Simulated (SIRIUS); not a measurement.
**A series of single points on WC**

System: WC (P-6m2, 2 atoms in the cell).
Method: Kohn-Sham DFT of a periodic cell, PBEsol, dojo-sr-pbesol-0.4.1-standard, no spin polarisation (SIRIUS 7.12.0).

The 7 runs differ only in the geometry, by an even scaling of the cell at fixed fractional positions. The structure derives from an entry of the Crystallography Open Database.

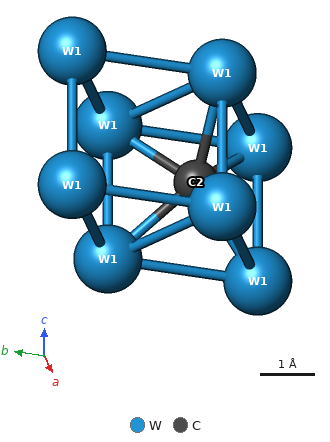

Figure 1. The structure of run 4 (ball-and-stick view of the cell of the calculation, seen at an oblique angle; atoms are numbered from 1 in the order of the input). An atom can appear more than once, as a periodic image.

### Input of run 4
```
{
  "control": {
    "processing_unit": "cpu",
    "verbosity": 2,
    "num_bands_to_print": 16,
    "print_forces": true,
    "print_stress": true
  },
  "parameters": {
    "electronic_structure_method": "pseudopotential",
    "xc_functionals": ["XC_GGA_X_PBE_SOL", "XC_GGA_C_PBE_SOL"],
    "gk_cutoff": 9.1,
    "pw_cutoff": 18.2,
    "ngridk": [10, 10, 9],
    "shiftk": [0, 0, 0],
    "smearing": "fermi_dirac",
    "smearing_width": 0.0018374661,
    "num_bands": 16,
    "num_mag_dims": 0,
    "num_dft_iter": 100,
    "energy_tol": 1e-08,
    "density_tol": 1e-06
  },
  "iterative_solver": {
    "type": "davidson",
    "min_tolerance": 1e-10
  },
  "mixer": {
    "type": "anderson",
    "beta": 0.7,
    "max_history": 8
  },
  "settings": {
    "tol_ne": 1e-10,
    "pseudo_grid_cutoff": 6.5
  },
  "unit_cell": {
    "lattice_vectors": [
      [5.492488981225, 0.0, 0.0],
      [-2.746244490612, 4.756634987748, 0.0],
      [0.0, 0.0, 5.360397125113]
    ],
    "atom_coordinate_units": "lattice",
    "atom_types": ["W", "C"],
    "atom_files": {
      "W": "W.json",
      "C": "C.json"
    },
    "atoms": {
      "W": [
        [0.0, 0.0, 0.0]
      ],
      "C": [
        [0.6666666667, 0.3333333333, 0.5]
      ]
    }
  }
}
```

Command:
```bash
upf_to_json W.upf
upf_to_json C.upf
OMP_NUM_THREADS=1 sirius.scf --input=sirius.json --output=out.json --task=0
```

Run 3 differs from it as follows:
```diff
-      [5.492488981225, 0.0, 0.0],
-      [-2.746244490612, 4.756634987748, 0.0],
-      [0.0, 0.0, 5.360397125113]
+      [5.455625528306, 0.0, 0.0],
+      [-2.727812764153, 4.724710301174, 0.0],
+      [0.0, 0.0, 5.324420221521]
```

### Results, with one run withheld

```csv
run,volume per atom (Å³),"free energy per atom, from the lowest run given (meV)",pressure (GPa)
1,9.754,40.03,24.98
2,9.961,14.36,14.61
3,10.169,?,?
4,10.376,0.00,−3.12
5,10.584,8.88,−10.67
6,10.791,27.04,−17.45
7,10.999,53.54,−23.55
```

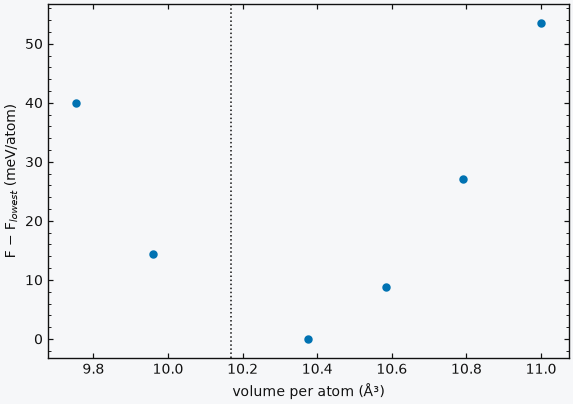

Figure 2. Free energy per atom of the runs given; the dotted line marks run 3.

What should run 3 give?

A cubic polynomial in V^(−2/3) (the Birch–Murnaghan form), fitted to the 6 runs given, misses them by at most 0.03 meV per atom. With x = V^(−2/3) − 0.20995 Å⁻², it reads F = 0.39297 − 1736.1 x + 6.6399e+05 x² + 5.8758e+05 x³ (meV per atom). At run 3 it gives 1.41 meV per atom, and the run itself gives 1.44. The slope of the fit gives a pressure −dF/dV of 5.36 GPa there, and the run prints 5.28 GPa. The two needn't agree exactly: the fit is approximate, and the printed stress is taken on a finite basis. The fit has its minimum at 10.299 Å³ per atom, where V d²F/dV² gives 411 GPa. Cell shape and fractional positions are held, so this is the stiffness under even scaling; the relaxed bulk modulus wasn't computed.

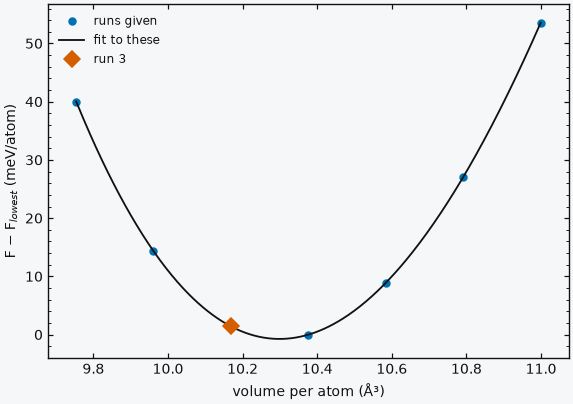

Figure 3. The fit and the withheld run.

### Some lines of the output (run 3)
```
[...]
[find] Total energy                   :     -81.85405035 (Ha),    -163.70810071 (Ry)
[find] Free energy (E-TS)             :     -81.85411735 (Ha),    -163.70823471 (Ry)
[find] Efermi                         :       0.76673647
[find] Total energy                   :     -81.85405043 (Ha),    -163.70810087 (Ry)
[find] Free energy (E-TS)             :     -81.85411739 (Ha),    -163.70823478 (Ry)
[find] Efermi                         :       0.76674110
[find] Total energy                   :     -81.85405044 (Ha),    -163.70810089 (Ry)
[find] Free energy (E-TS)             :     -81.85411740 (Ha),    -163.70823480 (Ry)
[find] Efermi                         :       0.76674022
[find] Total energy                   :     -81.85405045 (Ha),    -163.70810090 (Ry)
[find] Efermi                         :       0.76674016
[find] Free energy (E-TS)             :     -81.85411740 (Ha),    -163.70823481 (Ry)
[find] Efermi                         :       0.76674007
[find] Efermi                         :       0.76674014
```

Notes: Spin–orbit coupling is left out, which matters for W.
